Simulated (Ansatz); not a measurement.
Si32C (charge +1): geometry relaxation (part 3 of 3)

Continued. System: Si32C (defect cell, 33 atoms in the cell, total charge +1). Method: DFT PBEsol, scalar-relativistic, plane waves, PAW, spin-polarised (Ansatz 0.2.0); cutoff 420 eV, 3×3×3 k-mesh, Gaussian smearing of 0.02 eV, collinear spins. The structure derives from a Materials Project entry. It belongs to a series of runs on one base structure; here: C interstitial, charge +1, atoms relaxed at the host's cell.

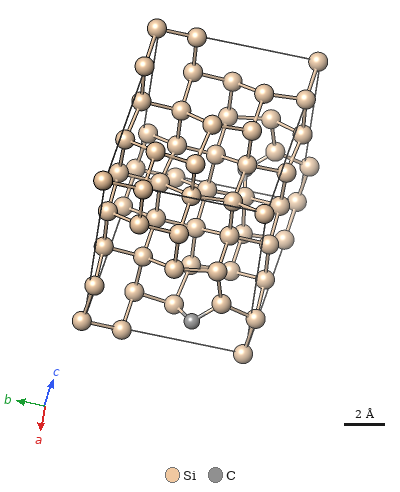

Fig. 1: The geometry at step 3 of the log (ball-and-stick view of the cell of the calculation, seen at an oblique angle).

### Output, continued
```
  k-point 2 ↑: bands = ["-6.8328", "-5.3230", "-4.6962", "-4.1977", "-4.1437", "-4.0886", "-3.8133", "-3.5087", "-3.3078", "-3.1283", "-3.0553", "-2.9785", "-2.8563", "-2.7445", "-2.5454", "-1.8643", "-1.5469", "-1.1795", "-0.7640", "-0.6087", "-0.4373", "-0.3206", "-0.2865", "-0.2559", "0.2319", "0.4774", "0.6817", "0.7380", "0.8519", "0.9688", "1.4265", "1.8318", "2.0847", "2.1483", "2.3748", "2.5308", "2.5548", "2.6156", "2.6433", "2.9033", "2.9527", "3.0343", "3.2531", "3.3155", "3.4802", "3.5386", "3.6967", "3.7144", "3.7871", "3.8369", "3.8915", "3.9728", "4.0516", "4.1219", "4.1930", "4.2816", "4.5584", "4.7340", "4.8312", "4.8882", "4.9599", "5.0172", "5.2017", "5.6494", "5.9661", "6.1685", "6.7764", "7.2309", "7.4088", "7.6894", "7.8199", "8.0614", "8.3030", "8.5073", "8.6240", "8.6569", "8.7409", "8.8095", "8.8604", "8.8927", "8.9427", "8.9611", "9.0612", "9.1348", "9.1940", "9.3397", "9.3907", "9.4605", "9.5135", "9.6212", "9.6411", "9.7828", "9.8362", "9.8700", "9.9086", "9.9352", "10.0238", "10.1769", "10.3364", "10.5698"]
  k-point 13 ↓: bands = ["-6.5785", "-5.1130", "-4.6731", "-4.5341", "-4.4945", "-4.0763", "-3.7188", "-3.5667", "-3.5096", "-3.4316", "-2.7479", "-2.3195", "-2.2796", "-2.1529", "-1.8932", "-1.6729", "-1.5571", "-1.4232", "-1.0497", "-0.9830", "-0.7172", "-0.6392", "-0.5917", "-0.5277", "-0.4622", "-0.4063", "0.8432", "1.0029", "1.5353", "1.7731", "1.9380", "2.0537", "2.1189", "2.2266", "2.3633", "2.4376", "2.4754", "2.4995", "2.5528", "2.8715", "2.9782", "3.0615", "3.1741", "3.3886", "3.5521", "3.7612", "3.8078", "3.8933", "3.9298", "3.9756", "4.1042", "4.2681", "4.3124", "4.3585", "4.4124", "4.4244", "4.5022", "4.6176", "4.8204", "4.8831", "4.9759", "5.0536", "5.0611", "5.1708", "5.3624", "6.2111", "6.8404", "7.4381", "7.7833", "7.8966", "7.9867", "8.0192", "8.1219", "8.1238", "8.1869", "8.4746", "8.5891", "8.7993", "8.8332", "9.0015", "9.0858", "9.2010", "9.2646", "9.3708", "9.4038", "9.4924", "9.5422", "9.5633", "9.6317", "9.6773", "9.7118", "9.7464", "9.7791", "9.8043", "9.8815", "10.1714", "10.2962", "10.4369", "10.5589", "10.5911"]
--- Relaxed structure (4 steps of the walk, 4 accepted, 0 SCFs on fresh bases) ---
  F+E_penalty+E_count = -20137.40438098 eV   max|allowed force component| = 1.169e-2 eV/Å
  atoms:
    - { symbol: Si, position: [0.2667480780519763, 0.5093265373286497, 0.00026814862260643446] }
    - { symbol: Si, position: [0.4714305374247042, 0.24353368640321843, 0.00035021346531212416] }
    - { symbol: Si, position: [0.7449523066604136, -0.030132650841107944, 0.000302176864470205] }
    - { symbol: Si, position: [0.7561653022135687, 0.5036339954099532, 0.4920623976899454] }
    - { symbol: Si, position: [0.017332163360450542, 0.5159174787393557, 0.22736347789926956] }
    - { symbol: Si, position: [0.25287353431833953, 0.2606462098210136, 0.2547242099213033] }
    - { symbol: Si, position: [0.5063386629898611, 0.004897302796331937, 0.26171848208159576] }
    - { symbol: Si, position: [0.7620776887639122, 0.7514610154423764, 0.2547285194129693] }
    - { symbol: Si, position: [0.010804245117056355, 0.7653247652031476, 0.00029865072063905984] }
    - { symbol: Si, position: [0.5076299087037867, 0.49698738895032446, 0.7458573696074622] }
    - { symbol: Si, position: [0.7902885016907628, 0.2888701569556016, 0.7732032864156644] }
    - { symbol: Si, position: [0.0050818187825969335, 0.25477584313561497, 0.4920873483988887] }
    - { symbol: Si, position: [0.2644032410257737, 0.011864421139759648, 0.5085345644536132] }
    - { symbol: Si, position: [0.5132853216297668, 0.7629837453289825, 0.5085189564752889] }
    - { symbol: Si, position: [-0.0015655316070197767, 0.006186121648723619, 0.7458635144642911] }
    - { symbol: Si, position: [0.24500199119569444, 0.743582617599546, 0.7389562964824009] }
    - { symbol: Si, position: [0.25747419083858564, 0.7560195573719592, 0.00031738387759547293] }
    - { symbol: Si, position: [0.5149796776009181, 0.5052334129225212, 0.00031220130409878935] }
    - { symbol: Si, position: [0.6897915338071248, 0.18828868091131185, -5.341250514467877e-5] }
    - { symbol: Si, position: [0.7551605147661165, 0.7537291583163422, 0.5002858906109893] }
    - { symbol: Si, position: [0.017074542838955986, 0.7709900332748605, 0.25367800112527417] }
    - { symbol: Si, position: [0.27239894329931164, 0.5156326413607396, 0.2536523959155696] }
    - { symbol: Si, position: [0.4985555465147461, 0.25092448167465126, 0.2587380568117511] }
    - { symbol: Si, position: [0.7523889785177568, -0.0028423326398121507, 0.25874921657839567] }
    - { symbol: Si, position: [0.0066818050385810505, 0.013526055790204402, 0.0003086789292105602] }
    - { symbol: Si, position: [0.4939292525658193, 0.7386395170327091, 0.7418262511940115] }
    - { symbol: Si, position: [0.7636896318386917, 0.5176149331629749, 0.7469050786769013] }
    - { symbol: Si, position: [-0.0033820188230364485, 0.49521014033570876, 0.47209292823947235] }
    - { symbol: Si, position: [0.25515404261825836, 0.25373337872720814, 0.5002854526935324] }
    - { symbol: Si, position: [0.5249038580306403, 0.02349156446715556, 0.5286664957665408] }
    - { symbol: Si, position: [0.01901680241585535, 0.26222513635399236, 0.7469023429490694] }
    - { symbol: Si, position: [0.24013249270760584, -0.007451315538101633, 0.7418795181608144] }
    - { symbol: C, position: [-0.14726873539757473, 0.35128617801408374, 0.00028452829619796116] }
--- Löwdin populations: 33 sites ---
  site symbol       q [e]    m [muB]
     0     Si      3.9354     0.0004
     1     Si      3.9609     0.0391
     2     Si      3.9609     0.0391
     3     Si      3.9457     0.0139
     4     Si      3.6157    -0.0087
     5     Si      3.9339     0.0067
     6     Si      3.9300     0.0021
     7     Si      3.9339     0.0066
     8     Si      3.9354     0.0004
     9     Si      3.9339     0.0067
    10     Si      3.6158    -0.0087
    11     Si      3.9457     0.0139
    12     Si      3.9457     0.0139
    13     Si      3.9457     0.0139
    14     Si      3.9339     0.0067
    15     Si      3.9301     0.0022
    16     Si      3.9310     0.0052
    17     Si      3.9353     0.0025
    18     Si      3.4139    -0.0166
    19     Si      3.9351     0.0155
    20     Si      3.9393     0.0321
    21     Si      3.9392     0.0321
    22     Si      3.9279     0.0094
    23     Si      3.9279     0.0094
    24     Si      3.9353     0.0025
    25     Si      3.9280     0.0094
    26     Si      3.9392     0.0321
    27     Si      3.9818     0.0006
    28     Si      3.9351     0.0155
    29     Si      3.9819     0.0006
    30     Si      3.9392     0.0321
    31     Si      3.9280     0.0094
    32      C      4.8094     0.4049
  spilling = 0.009696 (of n_electrons = 131.000000)
```

### File populations.tsv
```
# site	symbol	l	j	q_up	q_dn
# orbitals = lowdin
# n_electrons = 131.000000
# spilling = 0.009696
0	Si	0_3S	-	0.592079	0.591742
0	Si	1_3P	-	1.375832	1.375723
1	Si	0_3S	-	0.595952	0.591060
1	Si	1_3P	-	1.404024	1.369849
2	Si	0_3S	-	0.595964	0.591082
2	Si	1_3P	-	1.404030	1.369826
3	Si	0_3S	-	0.590786	0.588218
3	Si	1_3P	-	1.388990	1.377682
4	Si	0_3S	-	0.551599	0.553727
4	Si	1_3P	-	1.251934	1.258473
5	Si	0_3S	-	0.588147	0.588034
5	Si	1_3P	-	1.382119	1.375579
6	Si	0_3S	-	0.598347	0.598436
6	Si	1_3P	-	1.367711	1.365476
7	Si	0_3S	-	0.588154	0.588042
7	Si	1_3P	-	1.382101	1.375570
8	Si	0_3S	-	0.592079	0.591743
8	Si	1_3P	-	1.375830	1.375724
9	Si	0_3S	-	0.588137	0.588026
9	Si	1_3P	-	1.382133	1.375591
10	Si	0_3S	-	0.551535	0.553664
10	Si	1_3P	-	1.252041	1.258598
11	Si	0_3S	-	0.590800	0.588230
11	Si	1_3P	-	1.388991	1.377666
12	Si	0_3S	-	0.590807	0.588240
12	Si	1_3P	-	1.388987	1.377662
13	Si	0_3S	-	0.590834	0.588264
13	Si	1_3P	-	1.388966	1.377637
14	Si	0_3S	-	0.588131	0.588019
14	Si	1_3P	-	1.382142	1.375600
15	Si	0_3S	-	0.598330	0.598419
15	Si	1_3P	-	1.367805	1.365565
16	Si	0_3S	-	0.597486	0.596772
16	Si	1_3P	-	1.370599	1.366117
17	Si	0_3S	-	0.592938	0.593158
17	Si	1_3P	-	1.375954	1.373264
18	Si	0_3S	-	0.584427	0.586612
18	Si	1_3P	-	1.114178	1.128636
19	Si	0_3S	-	0.586088	0.583793
19	Si	1_3P	-	1.389208	1.375973
20	Si	0_3S	-	0.594568	0.590996
20	Si	1_3P	-	1.391099	1.362589
21	Si	0_3S	-	0.594591	0.591015
21	Si	1_3P	-	1.391069	1.362546
22	Si	0_3S	-	0.590068	0.589584
22	Si	1_3P	-	1.378578	1.369653
23	Si	0_3S	-	0.590071	0.589590
23	Si	1_3P	-	1.378570	1.369660
24	Si	0_3S	-	0.592916	0.593136
24	Si	1_3P	-	1.375964	1.373273
25	Si	0_3S	-	0.590076	0.589593
25	Si	1_3P	-	1.378617	1.369673
26	Si	0_3S	-	0.594563	0.590994
26	Si	1_3P	-	1.391081	1.362598
27	Si	0_3S	-	0.608875	0.609374
27	Si	1_3P	-	1.382318	1.381193
28	Si	0_3S	-	0.586084	0.583787
28	Si	1_3P	-	1.389217	1.375975
29	Si	0_3S	-	0.608832	0.609331
29	Si	1_3P	-	1.382444	1.381318
30	Si	0_3S	-	0.594570	0.590993
30	Si	1_3P	-	1.391083	1.362566
31	Si	0_3S	-	0.590070	0.589586
31	Si	1_3P	-	1.378628	1.369680
32	C	0_2S	-	0.602165	0.587811
32	C	1_2P	-	2.005009	1.614437
```

### Trajectory as extended XYZ (Å, eV, eV/Å), 3 of the 4 frames kept, from step=1 to step=4
```
33
Lattice="5.4338 5.4338 -5.4338 -5.4338 -5.4338 -5.4338 -5.4338 5.4338 5.4338" Properties=species:S:1:pos:R:3:forces:R:3 step=1 energy=-20137.35542
Si   -1.3058   -1.3170   -4.1817   -0.1068  -0.0247  -0.1423
Si    1.2502    1.2541   -3.8808   -0.1249  -0.1501  -0.0417
Si    4.1911    4.1941   -3.8831    0.1155   0.0962  -0.0550
Si   -1.3014    4.0375   -4.1763    0.1430  -0.0765  -0.0353
Si   -3.9554   -1.4605   -1.6809    0.1873   0.1449   0.0822
Si   -1.4237    1.3390   -1.4059    0.1332   0.0994   0.2297
Si    1.3004    4.1462   -1.3537    0.0225   0.0118   0.0210
Si   -1.3264    1.4358   -6.8404    0.0467   0.0347   0.0645
Si   -4.1042   -4.0873   -4.2062    0.0718  -0.0661   0.1333
Si   -4.0009    4.1098   -1.4071    0.0591   0.0751   0.0335
Si   -1.4776    6.9256   -1.6892   -0.1642   0.1005   0.4197
Si   -4.0257    1.3135    1.2581    0.0275  -0.0902   0.0134
Si   -1.3992    4.1341    1.2560   -0.0888   0.1481  -0.0326
Si   -4.1218    1.4109   -4.1771   -0.0417   0.0285   0.0246
Si   -4.0969    4.0133    4.0270   -0.0268  -0.0122   0.0864
Si   -6.7229    1.3019   -1.3552    0.0366  -0.0210   0.0124
Si   -2.6993   -2.7054   -5.5066   -0.0441   0.0680   0.1629
Si    0.0532    0.0557   -5.5272    0.0225  -0.0128  -0.0131
Si    2.7236    2.7155   -4.7966    0.0273   0.0603  -0.1068
Si   -2.7116    2.7246   -5.4862   -0.0192   0.0063  -0.0121
Si   -5.4942   -2.6843   -2.8901    0.1128  -0.3860  -0.1839
Si   -2.6894    0.0929   -2.8923   -0.1549  -0.3499  -0.1956
Si   -0.0590    2.7450   -2.6636    0.0099   0.1000  -0.0292
Si    2.7019    5.5044   -2.6646   -0.0991   0.0109  -0.0413
Si   -0.0431   -0.0409   -0.0934    0.0290   0.0292  -0.0077
Si   -5.3654    2.7043   -2.6662    0.0255  -0.0832  -0.0300
Si   -2.6872    5.3812   -2.8936   -0.5050   0.0793  -0.2066
Si   -5.2672   -0.1544   -0.1110   -0.0619   0.0773   0.0589
Si   -2.7135    2.7238   -0.0523   -0.0161   0.0104  -0.0054
Si   -0.1562    5.6025   -0.1112    0.0243  -0.0197   0.0240
Si   -5.3712    2.7085    2.5494    0.1193   0.2902  -0.2034
Si   -2.6913    5.3777    2.7681    0.0661  -0.0110  -0.0363
C    -2.7277   -2.7028   -1.1344    0.1738  -0.1676   0.0121
33
Lattice="5.4338 5.4338 -5.4338 -5.4338 -5.4338 -5.4338 -5.4338 5.4338 5.4338" Properties=species:S:1:pos:R:3:forces:R:3 step=3 energy=-20137.40412
Si   -1.3194   -1.3181   -4.2152   -0.0019   0.0027   0.0049
Si    1.2373    1.2395   -3.8835    0.0016   0.0140  -0.0016
Si    4.2115    4.2121   -3.8816   -0.0107   0.0034  -0.0060
Si   -1.3009    4.0450   -4.1717   -0.0005   0.0044   0.0020
Si   -3.9438   -1.4743   -1.6631   -0.0326   0.0310  -0.0146
Si   -1.4261    1.3416   -1.4056   -0.0018   0.0000   0.0022
Si    1.3014    4.1485   -1.3569    0.0009  -0.0034   0.0082
Si   -1.3264    1.4411   -6.8398    0.0009   0.0031   0.0018
Si   -4.1005   -4.0979   -4.2158    0.0001   0.0005   0.0045
Si   -3.9958    4.1107   -1.4065    0.0030   0.0034   0.0021
Si   -1.4796    6.9287   -1.6614    0.0363  -0.0367  -0.0139
Si   -4.0302    1.3162    1.2617   -0.0020   0.0033   0.0006
Si   -1.3916    4.1348    1.2621    0.0062   0.0053   0.0010
Si   -4.1195    1.4065   -4.1720   -0.0028  -0.0036   0.0008
Si   -4.0950    4.0114    4.0277   -0.0031  -0.0018   0.0020
Si   -6.7242    1.3054   -1.3558   -0.0002  -0.0006   0.0021
Si   -2.7111   -2.7064   -5.5068   -0.0012  -0.0024   0.0043
Si    0.0508    0.0537   -5.5409    0.0021   0.0021  -0.0075
Si    2.7216    2.7298   -4.7737    0.0010  -0.0125   0.0194
Si   -2.7107    2.7263   -5.4811    0.0011   0.0011   0.0015
Si   -5.4752   -2.7185   -2.9033   -0.0008  -0.0028  -0.0060
Si   -2.6996    0.0568   -2.9036    0.0021   0.0007  -0.0068
Si   -0.0600    2.7506   -2.6662    0.0011  -0.0027  -0.0060
Si    2.6985    5.5094   -2.6672    0.0022   0.0002  -0.0017
Si   -0.0384   -0.0353   -0.1067    0.0000  -0.0020  -0.0068
Si   -5.3606    2.7000   -2.6660    0.0018  -0.0025  -0.0024
Si   -2.7205    5.3954   -2.9033   -0.0032   0.0026  -0.0056
Si   -5.2730   -0.1458   -0.1077   -0.0035   0.0027   0.0022
Si   -2.7113    2.7266   -0.0472   -0.0006  -0.0050   0.0015
Si   -0.1497    5.5986   -0.1067    0.0023  -0.0033  -0.0033
Si   -5.3796    2.7356    2.5314   -0.0017   0.0025  -0.0071
Si   -2.6856    5.3768    2.7670    0.0028  -0.0009  -0.0021
C    -2.7111   -2.7055   -1.1088    0.0009  -0.0026   0.0303
33
Lattice="5.4338 5.4338 -5.4338 -5.4338 -5.4338 -5.4338 -5.4338 5.4338 5.4338" Properties=species:S:1:pos:R:3:forces:R:3 step=4 energy=-20137.40438
Si   -1.3196   -1.3167   -4.2156   -0.0005   0.0007  -0.0008
Si    1.2365    1.2403   -3.8831    0.0007  -0.0063   0.0012
Si    4.2100    4.2133   -3.8826    0.0045  -0.0021  -0.0002
Si   -1.3016    4.0460   -4.1718    0.0008   0.0009  -0.0003
Si   -3.9447   -1.4738   -1.6621   -0.0041   0.0050  -0.0002
Si   -1.4264    1.3419   -1.4063   -0.0002   0.0004  -0.0016
Si    1.3026    4.1469   -1.3558    0.0001   0.0000  -0.0015
Si   -1.3265    1.4418   -6.8402   -0.0004   0.0004  -0.0015
Si   -4.1016   -4.0983   -4.2157    0.0000   0.0001  -0.0004
Si   -3.9950    4.1107   -1.4061    0.0008   0.0007   0.0001
Si   -1.4768    6.9261   -1.6625    0.0001   0.0002  -0.0032
Si   -4.0307    1.3171    1.2619   -0.0008  -0.0008   0.0004
Si   -1.3910    4.1355    1.2621    0.0005  -0.0009  -0.0006
Si   -4.1200    1.4064   -4.1718    0.0011  -0.0006   0.0001
Si   -4.0950    4.0108    4.0278   -0.0003  -0.0006  -0.0002
Si   -6.7246    1.3062   -1.3564   -0.0002   0.0007   0.0002
Si   -2.7107   -2.7073   -5.5054    0.0002  -0.0003   0.0009
Si    0.0513    0.0547   -5.5420    0.0006  -0.0008  -0.0009
Si    2.7254    2.7248   -4.7716   -0.0040   0.0044  -0.0015
Si   -2.7107    2.7262   -5.4806   -0.0010  -0.0009   0.0009
Si   -5.4751   -2.7182   -2.9038    0.0001   0.0011   0.0013
Si   -2.7000    0.0566   -2.9037   -0.0023   0.0003   0.0008
Si   -0.0604    2.7515   -2.6666    0.0004   0.0010   0.0002
Si    2.6978    5.5098   -2.6669   -0.0012  -0.0006   0.0010
Si   -0.0389   -0.0355   -0.1081    0.0007  -0.0006  -0.0008
Si   -5.3607    2.7012   -2.6666   -0.0026   0.0018  -0.0009
Si   -2.7214    5.3957   -2.9038   -0.0004  -0.0010   0.0013
Si   -5.2745   -0.1440   -0.1072    0.0053  -0.0047  -0.0053
Si   -2.7107    2.7262   -0.0467    0.0009   0.0015   0.0008
Si   -0.1481    5.5973   -0.1072    0.0005   0.0004  -0.0008
Si   -5.3801    2.7370    2.5303    0.0015  -0.0005   0.0002
Si   -2.6859    5.3766    2.7669   -0.0020   0.0021  -0.0003
C    -2.7106   -2.7075   -1.1071    0.0010  -0.0011   0.0117
```

### Key numbers

| quantity | value |
| --- | --- |
| outcome | converged |
| electrons treated | 131 |
| free energy | −20137.4044 eV |
| Fermi energy | 6.238 eV |
| gap on the k-point mesh | none (metallic) |
| net moment of the cell | 0.79 μB |
| integrated absolute moment | 0.85 μB |
| final volume | 641.77 Å³ |
| largest force (length of the vector) at the end | 0.012 eV/Å |
| hardware | 4 threads of Intel Xeon (Granite Rapids), 32 GiB of memory available, shared host |
| wall time | 4.4 min (CPU time 17 min) |
| peak memory | 2.5 GiB |

The cell is charged and computed with a neutralising background, so its energy and pressure depend on the cell and aren't those of a real crystal.
